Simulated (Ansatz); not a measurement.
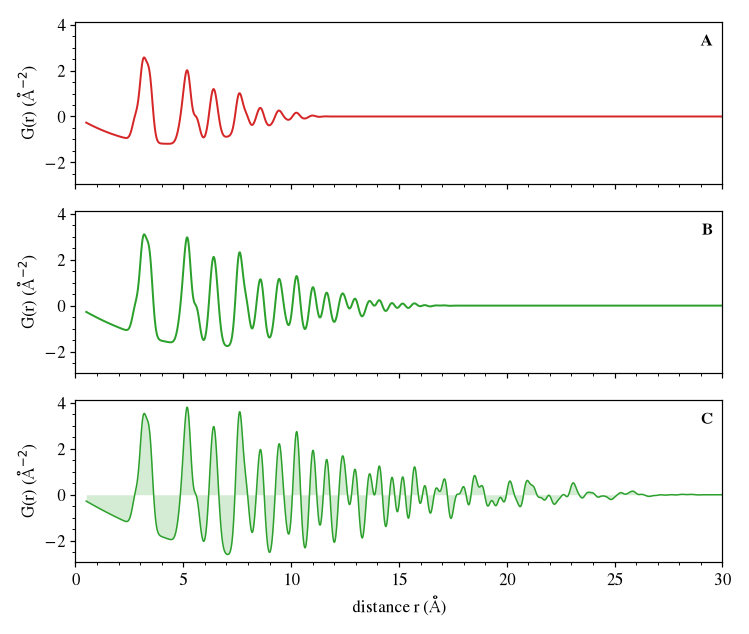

Simulated X-ray pair distribution function, G(r) = R(r)/r − 4πρ₀r, summed over the atomic distances of the structure with each pair weighted by the product of the atomic numbers (X-ray weights at Q = 0); every distance is a Gaussian of σ = 0.15 Å, for spherical particles of Ge with the bulk structure: the bulk G(r) is multiplied by the envelope of a sphere of diameter D, 1 − 3r/2D + r³/2D³, with no surface relaxation. The number density is 0.0453 atoms per Å³. Structure used: the input geometry of an electronic-structure calculation (not necessarily at equilibrium); the starting structure was generated, so it need not be a known form of this composition.

The diameters are 12, 18 and 30 Å. Which curve belongs to which?

curve A: 12 Å; curve B: 18 Å; curve C: 30 Å. The smaller the particle, the sooner the oscillations die out.
